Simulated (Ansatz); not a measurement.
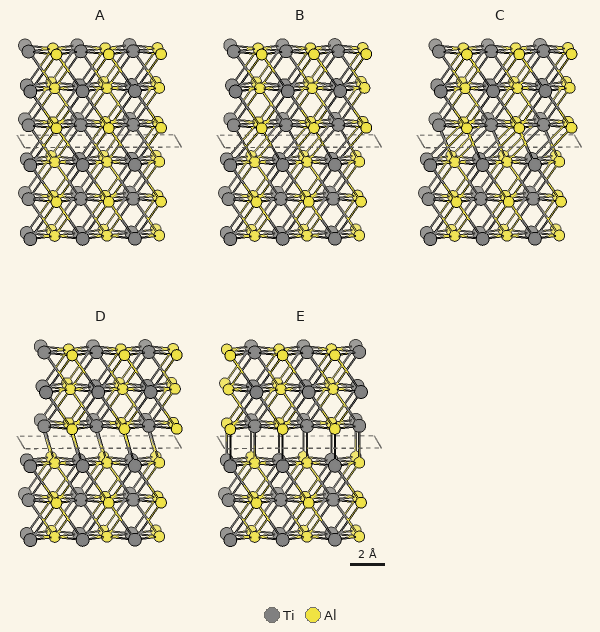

A scan of crystalline TiAl (Pm-3m) along one coordinate. A ball-and-stick model of the layers on both sides of the dashed plane, seen from the side, nearly along that plane.

The calculation used Ansatz 0.2.0, DFT PBEsol, scalar-relativistic, plane waves, PAW. Settings: plane-wave cutoff 420 eV; k-point mesh 19 × 13 × 7; occupations gaussian; smearing width 0.15 eV; no spin polarisation. Energies (free energies at the smearing named) are counted from the relaxed crystal.

Which coordinate changes from frame to frame?

The crystal above a cut along the (1 1 0) plane of the conventional cell (between a plane of Al/Ti below and one of Al/Ti above, 2.23 Å apart) is slid rigidly by fractions of an in-plane lattice vector 3.16 Å long (a generalised stacking fault). In the frames the slip is 0.00 (A), 0.10 (B), 0.20 (C), 0.30 (D), 0.50 (E). One cut stands in each cell, which starts 8.9 Å high; nothing is relaxed, and the dashed outline marks the cut. Their energies are 0 mJ/m², 189 mJ/m², 711 mJ/m², 1401 mJ/m², 2250 mJ/m².
